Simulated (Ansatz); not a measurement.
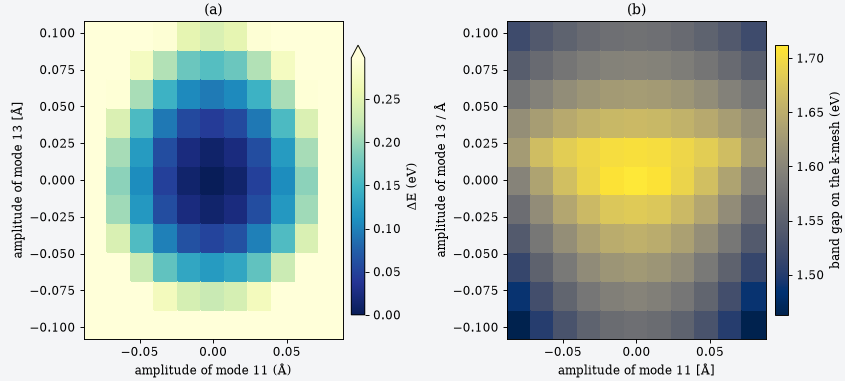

GaN (P6_3mc, No. 186; 8 atoms in the cell). The energy is mapped over two normal modes frozen in (zone-centre modes of the 8-atom cell of this scan, which folds in the wave vector (0, 1/2, 0) of the primitive cell). First axis: amplitude of mode 11 (302 cm⁻¹), largest displacement. Second axis: amplitude of mode 13 (501 cm⁻¹), largest displacement. Nothing is relaxed (the cell and all other modes fixed). The grid has 11 × 11 points; 66 points were computed and 55 follow by symmetry. Points are written as (first, second). Energies: eV per cell, counted from the lowest grid point. Method: DFT PBE, scalar-relativistic, plane waves, PAW in Ansatz 0.2.0. Settings: cutoff 520 eV, k-mesh 8×6×6 in the order of the run's cell vectors, gaussian smearing 0.05 eV, no spin polarisation.

Panel (a) is the energy; panel (b) is the computed band gap on the k-mesh, in eV.

In the figure: one coloured cell a grid point, one colour for all values above the top of the scale.

How does the band gap on the k-mesh vary over the map, and what is it at the lowest grid point?

Answer. It runs from 1.46 eV at (−0.080 Å, −0.098 Å) to 1.71 eV at (0.000 Å, 0.000 Å). At the lowest grid point, (0.000 Å, 0.000 Å), it is 1.71 eV.

| second ↓, first → | −0.080 | −0.064 | −0.048 | −0.032 | −0.016 | 0.000 | 0.016 | 0.032 | 0.048 | 0.064 | 0.080 |
| --- | --- | --- | --- | --- | --- | --- | --- | --- | --- | --- | --- |
| 0.098 | 1.52 | 1.54 | 1.55 | 1.56 | 1.57 | 1.57 | 1.57 | 1.56 | 1.55 | 1.54 | 1.52 |
| 0.078 | 1.55 | 1.56 | 1.58 | 1.59 | 1.60 | 1.60 | 1.60 | 1.59 | 1.58 | 1.56 | 1.55 |
| 0.059 | 1.58 | 1.59 | 1.61 | 1.62 | 1.63 | 1.63 | 1.63 | 1.62 | 1.61 | 1.59 | 1.58 |
| 0.039 | 1.61 | 1.63 | 1.65 | 1.66 | 1.66 | 1.66 | 1.66 | 1.66 | 1.65 | 1.63 | 1.61 |
| 0.020 | 1.63 | 1.67 | 1.69 | 1.70 | 1.70 | 1.70 | 1.70 | 1.70 | 1.69 | 1.67 | 1.63 |
| 0.000 | 1.60 | 1.64 | 1.67 | 1.69 | 1.71 | 1.71 | 1.71 | 1.69 | 1.67 | 1.64 | 1.60 |
| −0.020 | 1.57 | 1.61 | 1.64 | 1.66 | 1.68 | 1.68 | 1.68 | 1.66 | 1.64 | 1.61 | 1.57 |
| −0.039 | 1.54 | 1.58 | 1.61 | 1.64 | 1.65 | 1.65 | 1.65 | 1.64 | 1.61 | 1.58 | 1.54 |
| −0.059 | 1.51 | 1.55 | 1.58 | 1.61 | 1.62 | 1.62 | 1.62 | 1.61 | 1.58 | 1.55 | 1.51 |
| −0.078 | 1.49 | 1.53 | 1.56 | 1.58 | 1.59 | 1.60 | 1.59 | 1.58 | 1.56 | 1.53 | 1.49 |
| −0.098 | 1.46 | 1.50 | 1.53 | 1.55 | 1.57 | 1.57 | 1.57 | 1.55 | 1.53 | 1.50 | 1.46 |

PAW datasets: the set soft_1.
